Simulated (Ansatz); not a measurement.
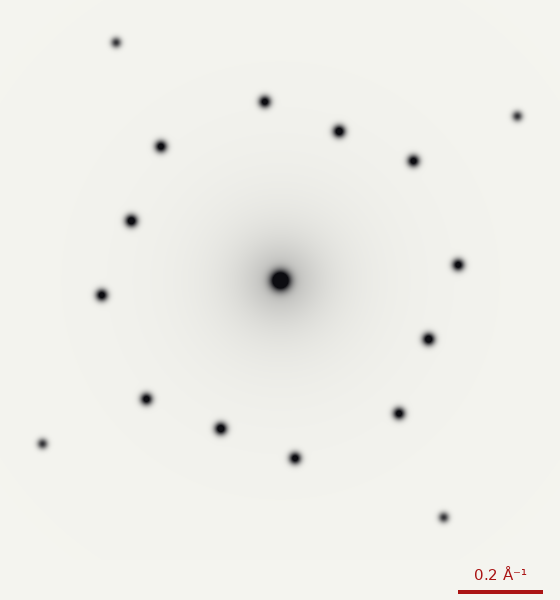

Computed electron diffraction pattern, 300 kV, single scattering only, B = 0.8 Å².

Describe the geometry of this pattern.

The spots form a square net with both shortest vectors at d = 5.24 Å, 90.0° apart.

What is the point symmetry of the pattern, intensities included?

4mm. A zero-layer kinematic pattern is always centrosymmetric (Friedel's law). A fourfold pattern needs a tetragonal or cubic crystal seen along a 4 or -4 axis.

Which crystal and zone produced it?

This cannot be fixed from one zone alone; the pattern is [001] of Ti, space group Pm-3n (No. 223), a = 5.235 Å. The net vectors are 1 0 0 (itself extinct) and 0 1 0 (itself extinct). Structure: coordinates from a relaxation with DFT, revPBE, plane waves (420 eV) with PAW, scalar-relativistic (Ansatz 0.2.0); the starting structure was generated, so it need not be a known form of this composition.
